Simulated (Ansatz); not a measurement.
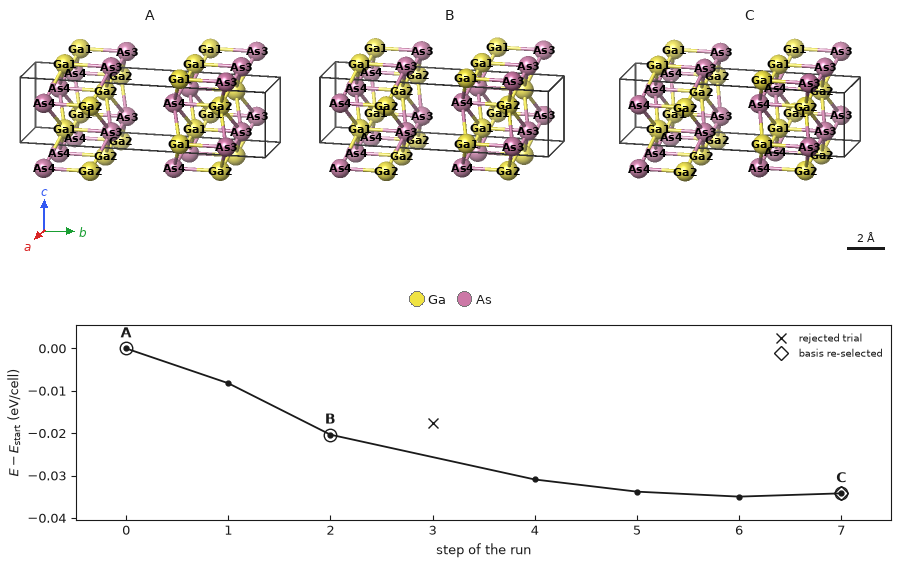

Frames of a relaxation of solid GaAs (built on the CrB type) (coarse preliminary run), marked on the history of the run. The picture is a ball-and-stick view of the conventional cell (2 times the calculation's cell), seen slightly off an axis. Lengths and directions refer to the drawn axes.

Case: CrB type (Cmcm, No. 63).

Computed with Ansatz, DFT r2SCAN, scalar-relativistic, plane waves, PAW.

Input
```yaml
crystal:
  lattice:
    - [1.7410542987, -6.897869992, 0.0]
    - [1.7410542987, 6.897869992, 0.0]
    - [0.0, 0.0, 3.6683219787]
  atoms:
    - { symbol: Ga, position: [0.8175938958, 0.1824061042, 0.25] }
    - { symbol: Ga, position: [0.1824061042, 0.8175938958, 0.75] }
    - { symbol: As, position: [0.6280261796, 0.3719738204, 0.25] }
    - { symbol: As, position: [0.3719738204, 0.6280261796, 0.75] }
basis:
  ecutwfc: 500
kpoints:
  mp_grid: { grid: [6, 6, 6] }
hamiltonian:
  xc: r2scan
scf:
  occupations: { method: gaussian, width: 0.1 }
  lower_state_search: "off"
output:
  forces: true
  stress: true
  eigenvalues: true
relax:
  adjacent_minimum: "off"
  f_tol: 0.04
  max_steps: 70
  cell: { stress_tol: 0.4 }
```

Command:
```bash
ansatz run input.yaml --threads 1 --pin off --max-ram 3072MiB --backend cpu --events-out ev --progress --plain --runs-dir out
```

### What happens along the run?

Over 5 accepted moves (7 points after the start) the energy falls by 34.2 meV per cell of the calculation. The largest force component goes from 0.053 to 0.018 eV/Å. The pressure goes from −0.08 to −0.04 GPa. The line search rejected the trial step at point 3 of the run. The SCF was repeated once at an unchanged geometry on a basis and grid sized afresh for the cell, which shifted the energy by 0.8 meV per cell of the calculation at most. The largest moves relative to the cell, 0.13 Å, are those of Ga1 and Ga2. Ga1 goes along −b. Largest moves by element: Ga 0.13 Å, As 0.08 Å. The drawn cell changes as follows: a 3.482 → 3.613 Å (+3.8 %), b 13.796 → 12.663 Å (−8.2 %), c 3.668 → 3.610 Å (−1.6 %); the volume changes by −6.3 %. Among the contacts that change: Ga1–As3 2.615 → 2.607 Å, Ga1–As4 2.638 → 2.634 Å. Bond angles that change, for instance: As4–Ga1–As4 147.0° → 151.7°, Ga1–As4–Ga1 147.0° → 151.7°, Ga1–As4–Ga1 82.6° → 86.6°. The space group stays Cmcm (No. 63). The run took 3.9 min on 1 thread of Arm Neoverse V1, on a shared host, peak memory 0.63 GiB. From step 0 to 2: Ga atoms move most (0.09 Å), volume −5.2 %, energy −20.3 meV per cell of the calculation. From step 2 to 7: Ga atoms move most (0.03 Å), volume −1.1 %, energy −13.8 meV per cell of the calculation.

```tsv
step	E − E(0), meV/atom	largest force component, eV/Å	pressure, GPa	volume, Å³/atom	note
0	0.00	0.0526	-0.08	22.027	
1	-2.05	0.0270	-0.33	21.770	
2	-5.08	0.0180	0.00	20.885	
3	-4.37	0.1199	1.25	20.101	rejected
4	-7.73	0.0808	0.52	20.742	
5	-8.45	0.0207	-0.31	20.782	
6	-8.74	0.0181	-0.03	20.650	
7	-8.55	0.0178	-0.04	20.650	same geometry, new basis
```
